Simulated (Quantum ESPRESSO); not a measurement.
# Band-structure run of CsPbBr3 (part 2 of 2)

Continued. System: CsPbBr3 (5 atoms in the cell). Method: Kohn-Sham DFT of a periodic cell, LDA, GBRV 1.5 LDA, no spin polarisation (Quantum ESPRESSO 7.5); cutoff 612.26 eV, 5×5×5 k-mesh, fermi-dirac of 0.05 eV. The structure derives from an entry of the Crystallography Open Database.

Geometry of the input (Å; fractional positions):
```
5.8700  0.0000  0.0000
0.0000  5.8700  0.0000
0.0000  0.0000  5.8700
Pb 0.5000  0.5000  0.5000
Cs 0.0000  0.0000  0.0000
Br 0.5000  0.5000  0.0000
Br 0.5000  0.0000  0.5000
Br 0.0000  0.5000  0.5000
```

## The program's output, continued
```
     number of k points=    10  Fermi-Dirac smearing, width (Ry)=  0.0037
                       cart. coord. in units 2pi/alat
        k(    1) = (   0.0000000   0.0000000   0.0000000), wk =   0.0160000
        k(    2) = (   0.0000000   0.0000000   0.2000000), wk =   0.0960000
        k(    3) = (   0.0000000   0.0000000   0.4000000), wk =   0.0960000
        k(    4) = (   0.0000000   0.2000000   0.2000000), wk =   0.1920000
        k(    5) = (   0.0000000   0.2000000   0.4000000), wk =   0.3840000
        k(    6) = (   0.0000000   0.4000000   0.4000000), wk =   0.1920000
        k(    7) = (   0.2000000   0.2000000   0.2000000), wk =   0.1280000
        k(    8) = (   0.2000000   0.2000000   0.4000000), wk =   0.3840000
        k(    9) = (   0.2000000   0.4000000   0.4000000), wk =   0.3840000
        k(   10) = (   0.4000000   0.4000000   0.4000000), wk =   0.1280000

     Dense  grid:   157563 G-vectors     FFT dimensions: (  72,  72,  72)

     Smooth grid:    55707 G-vectors     FFT dimensions: (  48,  48,  48)

     Check: negative core charge=   -0.000001

     Initial potential from superposition of free atoms

     starting charge      43.9663, renormalised to      44.0000

     negative rho (up, down):  1.656E-02 0.000E+00
     Starting wfcs are   34 randomized atomic wfcs

     Self-consistent Calculation

     iteration #  1     ecut=    45.00 Ry     beta= 0.50
     Davidson diagonalization with overlap
     ethr =  1.00E-02,  avg # of iterations =  3.4

     Threshold (ethr) on eigenvalues was too large:
     Diagonalizing with lowered threshold

     Davidson diagonalization with overlap
     ethr =  2.76E-04,  avg # of iterations =  3.5

     negative rho (up, down):  1.574E-02 0.000E+00

     total energy              =    -367.16054365 Ry
     estimated scf accuracy    <       0.11464549 Ry

     iteration #  2     ecut=    45.00 Ry     beta= 0.50
     Davidson diagonalization with overlap
     ethr =  2.61E-04,  avg # of iterations =  2.1

     negative rho (up, down):  1.583E-02 0.000E+00

     total energy              =    -367.18821672 Ry
     estimated scf accuracy    <       0.00683502 Ry

     iteration #  3     ecut=    45.00 Ry     beta= 0.50
     Davidson diagonalization with overlap
     ethr =  1.55E-05,  avg # of iterations =  4.5

     negative rho (up, down):  1.579E-02 0.000E+00

     total energy              =    -367.18892373 Ry
     estimated scf accuracy    <       0.00100873 Ry

     iteration #  4     ecut=    45.00 Ry     beta= 0.50
     Davidson diagonalization with overlap
     ethr =  2.29E-06,  avg # of iterations =  3.5

     negative rho (up, down):  1.578E-02 0.000E+00

     total energy              =    -367.18898061 Ry
     estimated scf accuracy    <       0.00001564 Ry

     iteration #  5     ecut=    45.00 Ry     beta= 0.50
     Davidson diagonalization with overlap
     ethr =  3.55E-08,  avg # of iterations =  9.2

     negative rho (up, down):  1.586E-02 0.000E+00

     total energy              =    -367.18903207 Ry
     estimated scf accuracy    <       0.00000255 Ry

     iteration #  6     ecut=    45.00 Ry     beta= 0.50
     Davidson diagonalization with overlap
     ethr =  5.78E-09,  avg # of iterations =  4.3

     negative rho (up, down):  1.595E-02 0.000E+00

     total energy              =    -367.18903192 Ry
     estimated scf accuracy    <       0.00000078 Ry

     iteration #  7     ecut=    45.00 Ry     beta= 0.50
     Davidson diagonalization with overlap
     ethr =  1.77E-09,  avg # of iterations =  5.6

     negative rho (up, down):  1.595E-02 0.000E+00

     total energy              =    -367.18903210 Ry
     estimated scf accuracy    <          6.6E-09 Ry

     iteration #  8     ecut=    45.00 Ry     beta= 0.50
     Davidson diagonalization with overlap
     ethr =  1.49E-11,  avg # of iterations =  8.2

     negative rho (up, down):  1.595E-02 0.000E+00

     total energy              =    -367.18903212 Ry
     estimated scf accuracy    <          2.0E-09 Ry

     iteration #  9     ecut=    45.00 Ry     beta= 0.50
     Davidson diagonalization with overlap
     ethr =  4.64E-12,  avg # of iterations =  2.5

     negative rho (up, down):  1.595E-02 0.000E+00

     End of self-consistent calculation

          k = 0.0000 0.0000 0.0000 (  6979 PWs)   bands (ev):

   -17.9030 -13.2511 -13.2511 -13.0721 -13.0721 -13.0721 -11.3254 -10.5861
   -10.5861  -4.6315  -4.6315  -4.6315  -3.5889  -0.8408  -0.8408  -0.8408
     1.3961   1.3961   1.3961   1.5158   1.5158   1.5158   6.2020   7.4072
     7.4072   8.2211   8.2211   8.2211   9.4130   9.4130   9.4130

          k = 0.0000 0.0000 0.2000 (  6976 PWs)   bands (ev):

   -17.9026 -13.2511 -13.2277 -13.0724 -13.0724 -13.0721 -11.2805 -10.6730
   -10.5855  -4.6274  -4.6266  -4.6266  -3.9120  -0.8103  -0.8103  -0.1700
     1.3452   1.3489   1.3489   1.4717   1.4717   1.4967   6.6007   7.6407
     7.7157   8.2371   8.3542   8.4466   8.4466   9.3581   9.3581

          k = 0.0000 0.0000 0.4000 (  6956 PWs)   bands (ev):

   -17.9019 -13.2510 -13.1888 -13.0730 -13.0730 -13.0721 -11.1527 -10.8701
   -10.5844  -4.6209  -4.6186  -4.6186  -4.2792  -0.7579  -0.7579   0.6261
     1.2605   1.2605   1.2670   1.4121   1.4121   1.8926   6.3387   7.5052
     8.1754   8.3379   8.6916   8.6976   8.6976   9.7184   9.7184

          k = 0.0000 0.2000 0.2000 (  6947 PWs)   bands (ev):

   -17.9022 -13.2396 -13.2151 -13.0728 -13.0724 -13.0724 -11.2393 -10.7061
   -10.6320  -4.6346  -4.6221  -4.6195  -4.2001  -0.7742  -0.3268   0.0100
     1.1198   1.3108   1.4112   1.4131   1.4898   1.5865   6.9069   7.8037
     7.8231   8.0769   8.1360   8.4531   8.6297   9.0931   9.2443

          k = 0.0000 0.2000 0.4000 (  6947 PWs)   bands (ev):

   -17.9016 -13.2358 -13.1789 -13.0734 -13.0730 -13.0724 -11.1201 -10.8728
   -10.6483  -4.6319  -4.6223  -4.6149  -4.5443  -0.7116  -0.1411   0.5799
     1.0521   1.2315   1.3341   1.3912   1.5846   1.9820   6.1682   7.5923
     7.8790   8.3472   8.5082   8.5576   8.9466   9.4392   9.5617

          k = 0.0000 0.4000 0.4000 (  6950 PWs)   bands (ev):

   -17.9011 -13.2216 -13.1511 -13.0740 -13.0730 -13.0730 -11.0235 -10.8987
   -10.7759  -4.8738  -4.6418  -4.6360  -4.6088  -0.6294   0.4839   0.7825
     1.0277   1.1826   1.2045   1.3460   1.8197   2.4290   5.8731   5.9484
     8.3258   8.3281   8.7397   9.0353   9.1860   9.3805   9.4556

          k = 0.2000 0.2000 0.2000 (  6947 PWs)   bands (ev):

   -17.9019 -13.2151 -13.2151 -13.0728 -13.0728 -13.0728 -11.2022 -10.7051
   -10.7051  -4.6348  -4.6348  -4.6118  -4.4649  -0.2872  -0.2872   0.1549
     1.0973   1.0973   1.3762   1.5575   1.5739   1.5739   7.0676   7.6351
     7.6351   7.9815   8.2104   8.2105   9.0606   9.0606   9.2561

          k = 0.2000 0.2000 0.4000 (  6991 PWs)   bands (ev):

   -17.9013 -13.2150 -13.1742 -13.0734 -13.0734 -13.0728 -11.0931 -10.8743
   -10.7035  -4.7936  -4.6375  -4.6352  -4.6164  -0.2161   0.0111   0.5748
     0.9093   1.1091   1.4597   1.5446   1.6358   2.0290   5.9939   7.3842
     7.4458   7.9815   8.5573   8.6708   9.2864   9.4369   9.5741

          k = 0.2000 0.4000 0.4000 (  6964 PWs)   bands (ev):

   -17.9008 -13.1953 -13.1511 -13.0740 -13.0734 -13.0734 -11.0115 -10.8972
   -10.8126  -5.1123  -4.6497  -4.6465  -4.6256  -0.0302   0.5406   0.7520
     0.8352   1.0568   1.5142   1.5781   1.8236   2.4712   5.6872   5.7705
     7.1715   8.2039   8.8350   8.8448   9.0688   9.3008   9.7717

          k = 0.4000 0.4000 0.4000 (  6947 PWs)   bands (ev):

   -17.9003 -13.1511 -13.1511 -13.0740 -13.0740 -13.0740 -10.9714 -10.8948
   -10.8948  -5.4263  -4.6625  -4.6625  -4.6534   0.6259   0.6966   0.6966
     1.0039   1.0039   1.8032   1.8032   1.8460   2.8429   5.3896   5.3896
     5.5653   7.9161   8.6885   8.6892   8.6892   9.6987   9.6987

     the Fermi energy is     3.9991 ev

!    total energy              =    -367.18903212 Ry
     estimated scf accuracy    <          2.2E-10 Ry
     smearing contrib. (-TS)   =      -0.00000000 Ry
     internal energy E=F+TS    =    -367.18903212 Ry

     The total energy is F=E-TS. E is the sum of the following terms:
     one-electron contribution =     -97.57801019 Ry
     hartree contribution      =      68.17982997 Ry
     xc contribution           =    -170.74712604 Ry
     ewald contribution        =    -167.04372586 Ry

     convergence has been achieved in   9 iterations

     negative rho (up, down):  1.595E-02 0.000E+00

     Forces acting on atoms (cartesian axes, Ry/au):

     atom    1 type  1   force =     0.00000000    0.00000000    0.00000000
     atom    2 type  2   force =     0.00000000    0.00000000    0.00000000
     atom    3 type  3   force =     0.00000000    0.00000000    0.00000000
     atom    4 type  3   force =     0.00000000    0.00000000    0.00000000
     atom    5 type  3   force =     0.00000000    0.00000000    0.00000000

     Total force =     0.000000     Total SCF correction =     0.000000

     Computing stress (Cartesian axis) and pressure

     negative rho (up, down):  1.595E-02 0.000E+00
          total   stress  (Ry/bohr**3)                   (kbar)     P=      -12.89
  -0.00008765   0.00000000   0.00000000          -12.89        0.00        0.00
   0.00000000  -0.00008765   0.00000000            0.00      -12.89        0.00
   0.00000000   0.00000000  -0.00008765            0.00        0.00      -12.89

=------------------------------------------------------------------------------=
   JOB DONE.
=------------------------------------------------------------------------------=
```

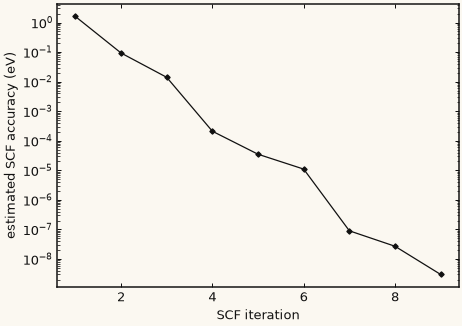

Figure 1. Convergence of the self-consistent field: estimated SCF accuracy against the iteration. The field takes 9 iterations in all.

## Summary

| quantity | value |
| --- | --- |
| outcome | converged |
| space group (tolerance 0.01 Å) | Pm-3m (221) |
| electrons treated | 44 |
| free energy | −4995.8613 eV |
| Fermi energy | 3.999 eV |
| gap on the k-point mesh | 2.55 eV |
| gap on the band path | 1.40 eV |
| pressure | −1.29 GPa |
| largest force (length of the vector) | under 0.001 eV/Å |
| hardware | 2 threads of Intel Xeon (Granite Rapids), 192 GiB of memory available, shared host |
| wall time | 2.9 min (CPU time 5.8 min) |
| peak memory | 0.76 GiB |

Further notes kept with the run: c_bands (1): too many bands are not converged; eigenvalues not converged. Notes on the run: negative rho. Spin–orbit coupling is left out, which matters for Pb.
